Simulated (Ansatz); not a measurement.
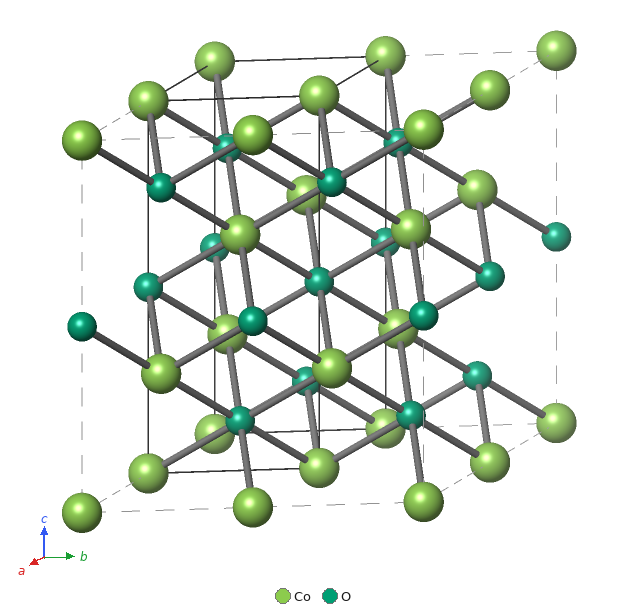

View slightly off an axis, drawn as a ball-and-stick model. Shown are 2×2×1 repeats of the conventional unit cell, one of them outlined in solid lines. Cell: a = 3.091 Å, b = 3.091 Å, c = 6.895 Å, α = 90.00°, β = 90.00°, γ = 120.00°.

Its composition is CoO. The atoms follow space group R-3m (No. 166); the Bravais lattice is rhombohedral (trigonal R). In the cell are 3 Co, 3 O, which makes 3 formula units. Each Co has six O in an octahedral arrangement at about 2.1 Å. O is linked to six Co in an octahedral arrangement at about 2.1 Å. The bonds build a three-dimensional framework.

Starting structure: a structure listed in the Materials Project. Earlier steps of the study may have refined or changed the cell and positions. It went into a calculation with Ansatz.
